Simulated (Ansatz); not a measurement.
**Geometry relaxation of Al32H (part 2 of 2)**

Al32H (defect cell, 33 atoms in the cell); DFT PBE-D3(BJ), scalar-relativistic, plane waves, PAW, no spin polarisation (Ansatz 0.2.0); cutoff 420 eV, 3×3×3 k-mesh, Fermi–Dirac smearing of 0.05 eV. It belongs to a series of runs on one base structure; here: end point A relaxed.

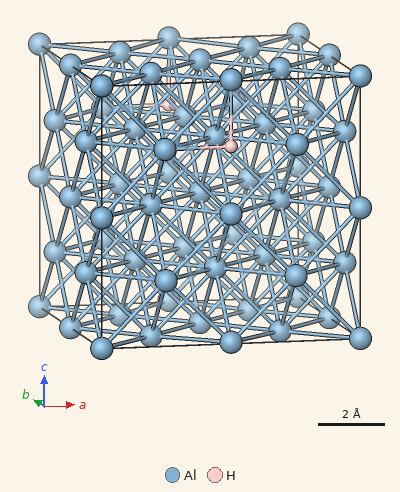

Fig. 1: The geometry at step 3 of the log (ball-and-stick view of the cell of the calculation, seen slightly off an axis).

Output, continued
```
  k-point 0: bands = ["-3.3293", "-1.7003", "-0.9672", "-0.9672", "-0.9405", "-0.9405", "-0.9405", "0.3719", "1.2180", "1.2181", "1.2481", "1.2481", "1.2481", "1.2533", "1.2533", "1.2533", "1.2742", "1.2742", "1.2743", "2.8746", "3.3503", "3.3503", "3.3503", "3.5008", "3.5009", "3.5009", "3.5504", "4.9793", "4.9796", "4.9796", "5.5829", "6.3027", "6.3027", "6.9997", "7.0024", "7.0024", "7.0353", "7.0354", "7.0354", "7.0522", "7.0522", "7.0523", "7.0927", "7.0927", "7.0927", "7.1007", "8.0414", "8.0414", "8.0909", "8.0909", "8.0909", "8.9369", "8.9371", "8.9372", "8.9652", "8.9652", "8.9666", "9.0589", "9.0591", "9.0591", "9.1072", "9.1072", "9.1072", "9.1401", "9.1402", "9.1655", "9.1656", "9.1656", "9.1783", "9.9155", "10.5760", "10.5762", "10.5829", "10.5830", "10.5830", "10.6363", "10.6364", "10.6364", "10.6463", "10.6463", "10.6463", "13.1175"]
  k-point 1: bands = ["-3.1008", "-2.3304", "-1.3038", "-0.7209", "-0.6942", "-0.6942", "-0.2566", "0.0163", "0.0428", "0.0428", "0.6682", "1.1394", "1.4935", "1.4935", "1.5170", "1.9551", "2.2197", "2.2198", "2.2426", "2.6952", "2.9172", "2.9228", "2.9502", "2.9503", "4.5609", "5.0327", "5.0397", "5.0643", "5.0643", "5.1001", "5.1001", "5.1219", "5.2089", "5.2089", "5.8972", "5.8973", "6.1034", "6.5451", "6.8862", "7.1751", "7.1823", "7.1824", "7.2157", "7.2534", "7.2576", "7.2577", "7.2818", "7.3232", "7.9399", "7.9401", "7.9731", "8.0138", "8.1888", "8.6548", "8.6549", "8.6923", "8.7225", "8.7225", "8.7845", "9.2203", "9.4327", "9.4561", "9.4561", "10.1115", "10.2308", "10.6888", "10.6890", "10.7363", "10.7492", "10.7492", "10.7793", "10.8294", "10.9724", "10.9872", "10.9872", "11.7710", "12.0649", "12.1260", "12.1981", "12.2076", "12.2076", "12.2291"]
  k-point 2: bands = ["-3.1008", "-2.3304", "-1.3038", "-0.7210", "-0.6942", "-0.6942", "-0.2566", "0.0163", "0.0428", "0.0428", "0.6682", "1.1394", "1.4935", "1.4935", "1.5170", "1.9551", "2.2197", "2.2198", "2.2426", "2.6953", "2.9172", "2.9228", "2.9502", "2.9503", "4.5609", "5.0327", "5.0397", "5.0643", "5.0643", "5.1001", "5.1001", "5.1219", "5.2089", "5.2089", "5.8971", "5.8973", "6.1035", "6.5451", "6.8862", "7.1751", "7.1823", "7.1824", "7.2157", "7.2534", "7.2576", "7.2577", "7.2818", "7.3232", "7.9398", "7.9401", "7.9731", "8.0138", "8.1889", "8.6548", "8.6549", "8.6923", "8.7225", "8.7225", "8.7845", "9.2203", "9.4327", "9.4561", "9.4561", "10.1115", "10.2308", "10.6887", "10.6890", "10.7362", "10.7492", "10.7492", "10.7793", "10.8295", "10.9724", "10.9872", "10.9872", "11.7711", "12.0649", "12.1260", "12.1981", "12.2075", "12.2076", "12.2291"]
  k-point 13: bands = ["-2.6778", "-2.0566", "-1.6959", "-1.6958", "-1.1811", "-0.9536", "-0.9536", "-0.2947", "0.7769", "1.2465", "1.2465", "1.5938", "1.9708", "1.9708", "1.9741", "1.9741", "1.9777", "2.5248", "2.6987", "2.6987", "3.1941", "3.3972", "3.3972", "3.8145", "4.1055", "4.1056", "4.1105", "4.1105", "4.1127", "4.5397", "4.7107", "4.7107", "4.9333", "4.9657", "4.9657", "5.4542", "5.5658", "5.5658", "6.6587", "6.9104", "6.9105", "6.9407", "6.9585", "6.9585", "7.4578", "7.6210", "7.6211", "7.6468", "7.6686", "7.6686", "8.3153", "8.6146", "8.9146", "8.9146", "9.2464", "9.3915", "9.3915", "9.5370", "9.7124", "9.7124", "9.7725", "9.9413", "9.9414", "9.9823", "9.9962", "9.9962", "10.4003", "10.4158", "10.4160", "10.6119", "10.6624", "10.6624", "12.1051", "12.4536", "12.4536", "12.5117", "12.6871", "12.6872", "12.7135", "12.7457", "12.7457", "12.7517"]
--- Relaxed structure (5 steps of the walk, 4 accepted, 0 SCFs on fresh bases) ---
  F+E_penalty+E_count = -17226.80004224 eV   max|allowed force component| = 6.410e-3 eV/Å
  atoms:
    - { symbol: Al, position: [0.5000238263777929, 5.2924453338722935e-5, 0.005950923371855627] }
    - { symbol: Al, position: [0.7496029893950612, 0.24959663674069035, -0.0003747133745837139] }
    - { symbol: Al, position: [0.7512870836569094, 5.844417585701581e-6, 0.25001879097758223] }
    - { symbol: Al, position: [-5.131605100529754e-6, 7.186376514956324e-6, 0.0012611429816390875] }
    - { symbol: Al, position: [0.25038336570172337, 0.24960047642292502, -0.00037321849297919065] }
    - { symbol: Al, position: [0.5000032346532112, 0.49998856655105745, 0.0012623567356720797] }
    - { symbol: Al, position: [0.7496125290380027, 0.7503720645888793, -0.0003691471486187792] }
    - { symbol: Al, position: [0.24872498360948322, 6.553234316607922e-6, 0.25001645236940995] }
    - { symbol: Al, position: [0.5000024344554379, 0.2512938514976299, 0.2500201725914653] }
    - { symbol: Al, position: [0.7508702965081742, 0.49999080964412457, 0.2500115235085755] }
    - { symbol: Al, position: [0.5000225608231774, 5.009145085026815e-5, 0.4942913804488332] }
    - { symbol: Al, position: [0.7496024173337589, 0.24959447339592433, 0.5004090950867436] }
    - { symbol: Al, position: [0.7557757271769521, 5.092543414831123e-5, 0.7499362728915516] }
    - { symbol: Al, position: [-4.759729445199835e-6, 0.4999894021458732, 0.0008834093598996727] }
    - { symbol: Al, position: [0.25037220160732, 0.7503665930187493, -0.00036393951479791884] }
    - { symbol: Al, position: [-3.924447676645811e-6, 0.25086685768106004, 0.2500109702058507] }
    - { symbol: Al, position: [0.24912322003189083, 0.4999900690551166, 0.2500124456761048] }
    - { symbol: Al, position: [0.5000031460104594, 0.7487329363623513, 0.2500150027598975] }
    - { symbol: Al, position: [-7.467881157128769e-6, 5.221366223654176e-6, 0.4987055259748288] }
    - { symbol: Al, position: [0.25038582303776546, 0.2495938317720345, 0.5004094878051449] }
    - { symbol: Al, position: [0.5000023483802588, 0.4999833944464748, 0.4987042100081786] }
    - { symbol: Al, position: [0.7496018768806105, 0.7503784933354869, 0.5004077985752546] }
    - { symbol: Al, position: [0.24413713435502132, 5.1947078913795416e-5, 0.7499350045793973] }
    - { symbol: Al, position: [0.5000226693316907, 0.2557286705374876, 0.7499370018706152] }
    - { symbol: Al, position: [0.7512861765118823, 0.4999850041505958, 0.7499926931948779] }
    - { symbol: Al, position: [-4.664373922902852e-6, 0.7491187178945119, 0.2500130187168678] }
    - { symbol: Al, position: [-3.832634897158519e-6, 0.4999914500015777, 0.4991346663311611] }
    - { symbol: Al, position: [0.2503848775308936, 0.7503776470343958, 0.5004046158495173] }
    - { symbol: Al, position: [-7.238277780370796e-6, 0.25129162090455504, 0.7499932281329051] }
    - { symbol: Al, position: [0.2487258616878046, 0.499986868204096, 0.7499918024432506] }
    - { symbol: Al, position: [0.500023689268446, 0.7440777578170394, 0.749934170150803] }
    - { symbol: Al, position: [-5.375376655882172e-6, 0.7487350230122319, 0.7499912628937826] }
    - { symbol: H, position: [0.4992552209629088, -0.0016534100267599078, 0.7520686930393148] }
```

Trajectory as extended XYZ (Å, eV, eV/Å), 3 of the 5 frames kept, from step=1 to step=5
```
33
Lattice="8.1000 0.0000 0.0000 0.0000 8.1000 0.0000 0.0000 0.0000 8.1000" Properties=species:S:1:pos:R:3:forces:R:3 step=1 energy=-17226.74642
Al    4.0500    0.0000    0.0000    0.0015   0.0033   0.3925
Al    6.0750    2.0250    0.0000   -0.0101  -0.0105  -0.0090
Al    6.0750    0.0000    2.0250    0.0079   0.0006  -0.0003
Al    0.0000    0.0000    0.0000    0.0002   0.0006   0.0079
Al    2.0250    2.0250    0.0000    0.0094  -0.0103  -0.0089
Al    4.0500    4.0500    0.0000    0.0003   0.0003   0.0079
Al    6.0750    6.0750    0.0000   -0.0097   0.0088  -0.0086
Al    2.0250    0.0000    2.0250   -0.0079   0.0006  -0.0004
Al    4.0500    2.0250    2.0250    0.0002   0.0080  -0.0003
Al    6.0750    4.0500    2.0250    0.0271  -0.0001   0.0002
Al    4.0500    0.0000    4.0500    0.0014   0.0030  -0.3666
Al    6.0750    2.0250    4.0500   -0.0104  -0.0107   0.0109
Al    6.0750    0.0000    6.0750    0.3741   0.0031  -0.0039
Al    0.0000    4.0500    0.0000   -0.0001  -0.0001   0.0276
Al    2.0250    6.0750    0.0000    0.0089   0.0085  -0.0084
Al    0.0000    2.0250    2.0250   -0.0001   0.0269   0.0002
Al    2.0250    4.0500    2.0250   -0.0273  -0.0001   0.0002
Al    4.0500    6.0750    2.0250    0.0003  -0.0079  -0.0004
Al    0.0000    0.0000    4.0500    0.0001   0.0006  -0.0080
Al    2.0250    2.0250    4.0500    0.0097  -0.0107   0.0108
Al    4.0500    4.0500    4.0500    0.0002   0.0002  -0.0080
Al    6.0750    6.0750    4.0500   -0.0102   0.0093   0.0107
Al    2.0250    0.0000    6.0750   -0.3834   0.0032  -0.0040
Al    4.0500    2.0250    6.0750    0.0014   0.3689  -0.0038
Al    6.0750    4.0500    6.0750    0.0079   0.0003  -0.0007
Al    0.0000    6.0750    2.0250   -0.0001  -0.0275   0.0002
Al    0.0000    4.0500    4.0500   -0.0001  -0.0002  -0.0268
Al    2.0250    6.0750    4.0500    0.0095   0.0091   0.0106
Al    0.0000    2.0250    6.0750    0.0001   0.0080  -0.0007
Al    2.0250    4.0500    6.0750   -0.0079   0.0003  -0.0007
Al    4.0500    6.0750    6.0750    0.0015  -0.3896  -0.0041
Al    0.0000    6.0750    6.0750    0.0002  -0.0079  -0.0007
H     4.0435   -0.0145    6.0932    0.0054   0.0119  -0.0150
33
Lattice="8.1000 0.0000 0.0000 0.0000 8.1000 0.0000 0.0000 0.0000 8.1000" Properties=species:S:1:pos:R:3:forces:R:3 step=3 energy=-17226.80004
Al    4.0502    0.0004    0.0482   -0.0002  -0.0006   0.0020
Al    6.0718    2.0217   -0.0030   -0.0016  -0.0016  -0.0018
Al    6.0854    0.0000    2.0252    0.0023  -0.0001   0.0001
Al    0.0000    0.0001    0.0102    0.0000  -0.0001   0.0022
Al    2.0281    2.0218   -0.0030    0.0017  -0.0016  -0.0018
Al    4.0500    4.0499    0.0102    0.0000  -0.0001   0.0022
Al    6.0719    6.0780   -0.0030   -0.0017   0.0018  -0.0018
Al    2.0147    0.0001    2.0251   -0.0023  -0.0001   0.0001
Al    4.0500    2.0355    2.0252    0.0000   0.0023   0.0001
Al    6.0820    4.0499    2.0251    0.0025   0.0000   0.0000
Al    4.0502    0.0004    4.0038   -0.0002  -0.0005   0.0027
Al    6.0718    2.0217    4.0533   -0.0016  -0.0015   0.0015
Al    6.1218    0.0004    6.0745   -0.0014  -0.0005   0.0007
Al    0.0000    4.0499    0.0072    0.0000   0.0000   0.0024
Al    2.0280    6.0780   -0.0029    0.0018   0.0019  -0.0019
Al    0.0000    2.0320    2.0251    0.0000   0.0025   0.0000
Al    2.0179    4.0499    2.0251   -0.0024   0.0000   0.0000
Al    4.0500    6.0647    2.0251    0.0000  -0.0022   0.0001
Al   -0.0001    0.0000    4.0395    0.0000  -0.0001  -0.0023
Al    2.0281    2.0217    4.0533    0.0017  -0.0015   0.0015
Al    4.0500    4.0499    4.0395    0.0000   0.0000  -0.0023
Al    6.0718    6.0781    4.0533   -0.0016   0.0018   0.0015
Al    1.9775    0.0004    6.0745   -0.0003  -0.0005   0.0007
Al    4.0502    2.0714    6.0745   -0.0002  -0.0023   0.0007
Al    6.0854    4.0499    6.0749    0.0023   0.0000   0.0001
Al    0.0000    6.0679    2.0251    0.0000  -0.0024   0.0000
Al    0.0000    4.0499    4.0430    0.0000   0.0000  -0.0025
Al    2.0281    6.0781    4.0533    0.0017   0.0018   0.0015
Al   -0.0001    2.0355    6.0749    0.0000   0.0023   0.0001
Al    2.0147    4.0499    6.0749   -0.0023  -0.0001   0.0001
Al    4.0502    6.0270    6.0745   -0.0002  -0.0014   0.0007
Al    0.0000    6.0648    6.0749    0.0000  -0.0022   0.0001
H     4.0440   -0.0134    6.0918    0.0023   0.0051  -0.0064
33
Lattice="8.1000 0.0000 0.0000 0.0000 8.1000 0.0000 0.0000 0.0000 8.1000" Properties=species:S:1:pos:R:3:forces:R:3 step=5 energy=-17226.80004
Al    4.0502    0.0004    0.0482   -0.0002  -0.0006   0.0020
Al    6.0718    2.0217   -0.0030   -0.0016  -0.0015  -0.0018
Al    6.0854    0.0000    2.0252    0.0023  -0.0001   0.0001
Al    0.0000    0.0001    0.0102    0.0000  -0.0001   0.0022
Al    2.0281    2.0218   -0.0030    0.0017  -0.0016  -0.0018
Al    4.0500    4.0499    0.0102    0.0000  -0.0001   0.0022
Al    6.0719    6.0780   -0.0030   -0.0017   0.0018  -0.0018
Al    2.0147    0.0001    2.0251   -0.0023  -0.0001   0.0001
Al    4.0500    2.0355    2.0252    0.0000   0.0023   0.0001
Al    6.0820    4.0499    2.0251    0.0025   0.0000   0.0000
Al    4.0502    0.0004    4.0038   -0.0002  -0.0005   0.0027
Al    6.0718    2.0217    4.0533   -0.0016  -0.0015   0.0015
Al    6.1218    0.0004    6.0745   -0.0014  -0.0005   0.0007
Al    0.0000    4.0499    0.0072    0.0000   0.0000   0.0024
Al    2.0280    6.0780   -0.0029    0.0018   0.0019  -0.0019
Al    0.0000    2.0320    2.0251    0.0000   0.0025   0.0000
Al    2.0179    4.0499    2.0251   -0.0024   0.0000   0.0000
Al    4.0500    6.0647    2.0251    0.0000  -0.0022   0.0001
Al   -0.0001    0.0000    4.0395    0.0000  -0.0001  -0.0023
Al    2.0281    2.0217    4.0533    0.0017  -0.0015   0.0015
Al    4.0500    4.0499    4.0395    0.0000   0.0000  -0.0023
Al    6.0718    6.0781    4.0533   -0.0016   0.0018   0.0015
Al    1.9775    0.0004    6.0745   -0.0003  -0.0005   0.0007
Al    4.0502    2.0714    6.0745   -0.0002  -0.0023   0.0007
Al    6.0854    4.0499    6.0749    0.0023   0.0000   0.0001
Al    0.0000    6.0679    2.0251    0.0000  -0.0024   0.0000
Al    0.0000    4.0499    4.0430    0.0000   0.0000  -0.0025
Al    2.0281    6.0781    4.0533    0.0017   0.0018   0.0015
Al   -0.0001    2.0355    6.0749    0.0000   0.0023   0.0001
Al    2.0147    4.0499    6.0749   -0.0023  -0.0001   0.0001
Al    4.0502    6.0270    6.0745   -0.0002  -0.0014   0.0007
Al    0.0000    6.0648    6.0749    0.0000  -0.0022   0.0001
H     4.0440   -0.0134    6.0918    0.0023   0.0051  -0.0064
```

Results in brief

| quantity | value |
| --- | --- |
| outcome | converged |
| electrons treated | 97 |
| free energy | −17226.8000 eV |
| Fermi energy | 7.810 eV |
| final volume | 531.44 Å³ |
| largest force (length of the vector) at the end | 0.009 eV/Å |
| hardware | 4 threads of AMD EPYC (Zen 4), 16 GiB of memory available, shared host |
| wall time | 31 s (CPU time 2 min) |
| peak memory | 1.4 GiB |
